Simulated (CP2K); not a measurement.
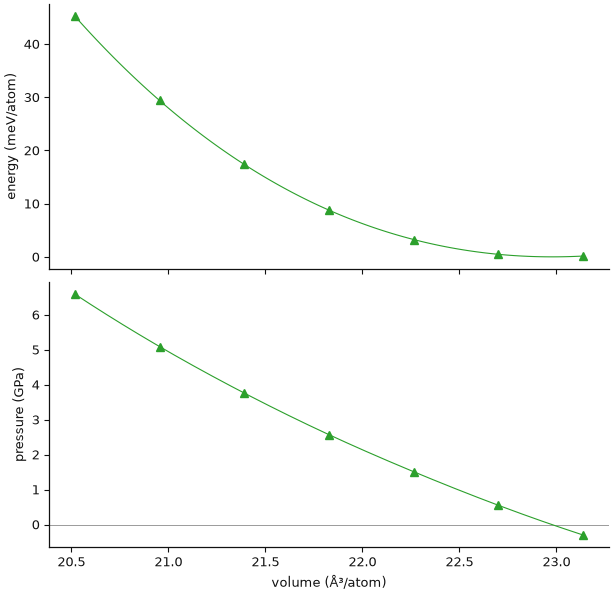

The plot gives the computed energy and pressure against volume for Cd, space group Fm-3m (No. 225).

Cell as given: a = 3.137 Å, b = 3.137 Å, c = 3.137 Å, α = 60.00°, β = 60.00°, γ = 60.00°; 1 atom.

Method: DFT in Gaussian orbitals with a plane-wave density, no spin polarisation; energies at scaled volumes of the given cell, shape and fractions fixed, counted from the fit's minimum, third-order Birch-Murnaghan fit (CP2K 2026.2). Level: PBE.

```tsv
setting	value
k mesh	10×10×10
occupations	Fermi–Dirac
smearing width	0.05 eV
potentials	GTH PBE with UZH TZVP basis
density cutoff	6123 eV
program settings	ngrids 5, basis sets Cd TZVP-MOLOPT-PBE-GTH-q12, cutoff ry 450 Ry, rel cutoff ry 60 Ry
```

Q: Give the fitted equation-of-state parameters.

A: A third-order Birch–Murnaghan fit gives V0 = 22.98 Å³/atom, B0 = 44.2 GPa and B′ = 4.8.

Q: How does the pressure vary with volume?

A: It falls from 6.59 GPa at volume 20.52 Å³/atom to −0.30 GPa at 23.14 Å³/atom, and changes sign near 22.98 Å³/atom.

The computed values:

```
volume (Å³/atom)  energy (meV/atom)  pressure (GPa)
           20.52              45.28            6.59
           20.95              29.40            5.09
           21.39              17.38            3.76
           21.83               8.78            2.57
           22.26               3.25            1.51
           22.70               0.47            0.55
           23.14               0.15           -0.30
```
